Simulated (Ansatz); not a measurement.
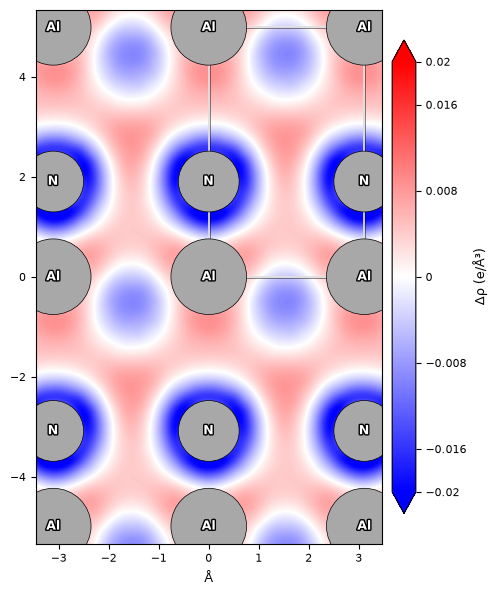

AlN. Difference of the valence pseudo-densities of two functionals at the same geometry, on the (100) plane of the calculation cell: PBEsol less HSE06.

Both computed with Ansatz (plane waves, PAW), on the same k-point mesh. Grey discs cover the atomic cores.

```
CELL_PARAMETERS angstrom
3.11000 0.00000 0.00000
-1.55500 2.69334 0.00000
0.00000 0.00000 4.98682
ATOMIC_POSITIONS crystal
Al 0.33333 0.66667 0.99917
Al 0.66667 0.33333 0.49917
N 0.33333 0.66667 0.38083
N 0.66667 0.33333 0.88083
```

Where does the change of functional move the electrons?

Answer. Against HSE06, PBEsol gives less density around N (−0.017 e/Å³ on average at 0.8 Å from the nucleus) and a change of −0.010 e/Å³ at the midpoint of Al–N.
